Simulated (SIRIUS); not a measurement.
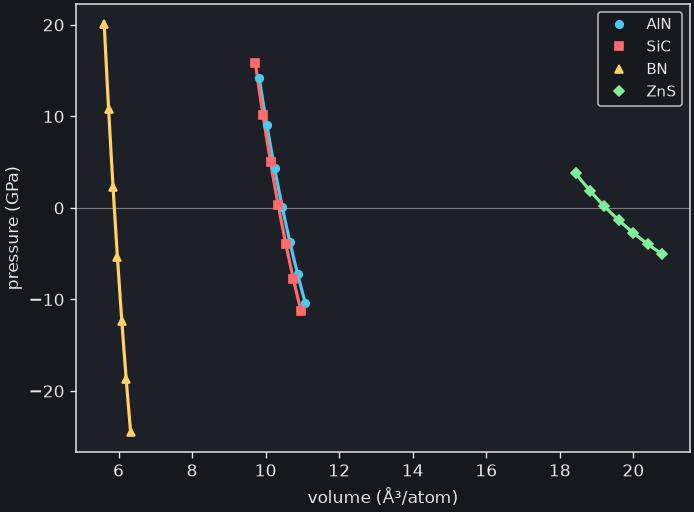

Figure. Pressure against volume, with one curve for each compound, for AlN, BN, SiC and ZnS (all in space group P6_3mc (No. 186)).

Settings that differ: AlN: density cutoff 4610 eV, wave cutoff 1150 eV, k mesh 10×10×6; SiC: density cutoff 4510 eV, wave cutoff 1130 eV, k mesh 10×10×5; BN: density cutoff 4610 eV, wave cutoff 1150 eV, k mesh 12×12×6; ZnS: density cutoff 4610 eV, wave cutoff 1150 eV, k mesh 8×8×5.

The fitted equilibrium volumes, smallest first, are BN 5.885, SiC 10.359, AlN 10.458, ZnS 19.256 Å³/atom. The fitted bulk moduli, smallest first, are ZnS 78.3, AlN 201.5, SiC 220.9, BN 385.4 GPa. For AlN, the pressure falls from 14.23 GPa at volume 9.82 Å³/atom to −10.37 GPa at 11.08 Å³/atom, and changes sign near 10.46 Å³/atom. For SiC, the pressure falls from 15.82 GPa at volume 9.72 Å³/atom to −11.24 GPa at 10.96 Å³/atom, and changes sign near 10.36 Å³/atom. For BN, the pressure falls from 20.05 GPa at volume 5.6110 Å³/atom to −24.44 GPa at 6.3273 Å³/atom, and changes sign near 5.89 Å³/atom.

Method: plane-wave DFT, no spin polarisation; energies at scaled volumes of the given cell, shape and fractions fixed, counted from the fit's minimum, third-order Birch-Murnaghan fit (SIRIUS 7.10.0). Level: PBEsol.

- occupations: Fermi–Dirac
- smearing width: 0.05 eV
- potentials: dojo sr pbesol 0.4.1 standard

Keep in mind: shape and atomic fractions are frozen while scaling, which makes layered, chain and framework solids too stiff.
